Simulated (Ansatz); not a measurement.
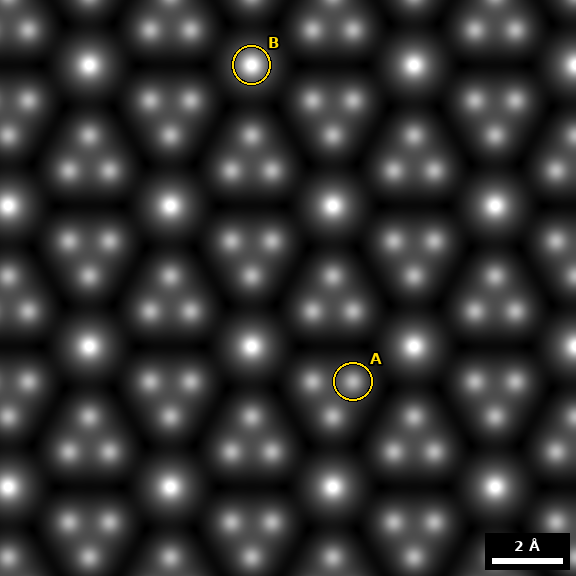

Map of the projected electrostatic potential of Mg (Pm-3n, No. 223) along [111]. Computed as the sum of neutral-atom potentials (tabulated electron scattering factors, B = 0.3 Å²) projected along the beam and smoothed by 0.25 Å; brighter is more positive. The display is stretched by a gamma of 0.6; percentages refer to the linear signal. Atomic positions: the geometry relaxed with DFT, r2SCAN, plane waves (500 eV) with PAW, scalar-relativistic in Ansatz 0.2.0; the starting structure was generated, so it need not be a known form of this composition.

```
Mg
1.0
     5.69333    0.00000    0.00000
     0.00000    5.69333    0.00000
     0.00000    0.00000    5.69333
Mg
8
Direct
  0.00000 0.00000 0.00000
  0.50000 0.50000 0.50000
  0.25000 0.00000 0.50000
  0.75000 0.00000 0.50000
  0.50000 0.25000 0.00000
  0.50000 0.75000 0.00000
  0.00000 0.50000 0.25000
  0.00000 0.50000 0.75000
```

Question: Which atoms make up the marked columns?

Answer: A: Mg (1 Mg per 9.86 Å along the beam; about 50 % of the brightest peak). B: Mg (2 Mg per 9.86 Å along the beam; the brightest kind). Brightness is counted from the darkest point of the image.
